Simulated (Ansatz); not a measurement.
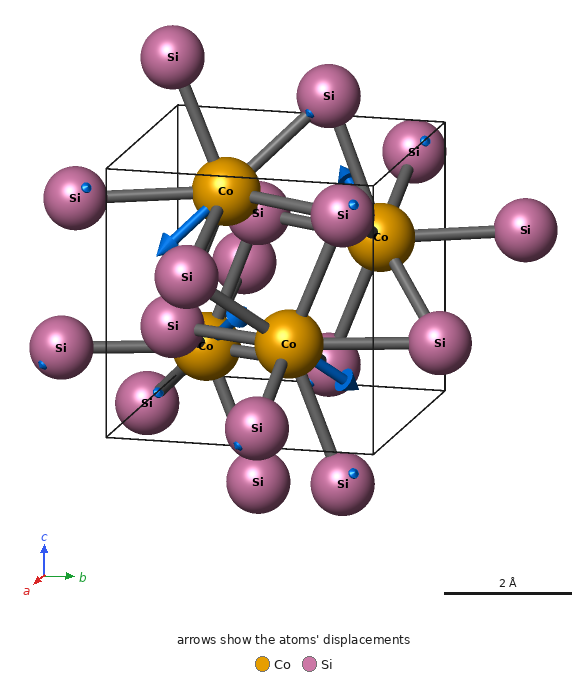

The lowest optical mode of a crystal of CoSi, space group P2₁3 (No. 198), at the zone centre. Displacements are drawn as blue arrows; their common scale and sign are arbitrary. The picture is a ball-and-stick view of the cell of the calculation, seen slightly off an axis.

The calculation used DFT PBEsol, scalar-relativistic, plane waves, PAW in Ansatz 0.2.0. Set-up: plane-wave cutoff 420 eV; k-point mesh 10 × 10 × 10; occupations gaussian; smearing width 0.15 eV; no spin polarisation.

Q: Is this crystal at a minimum with respect to the drawn distortion?

A: Yes: this softest mode has a real frequency, and so have all others here. That speaks for this wave vector alone: the rest of the zone wasn't checked in this run. This is the A mode at 24.8 meV, the lowest optical level, Raman-active by symmetry. Atoms of one kind move against one another, with no net shift of any sublattice; it stretches the shortest Co–Si bonds (2.30 Å).

Limits of the set-up: an element that often carries a moment was run without spin polarisation.
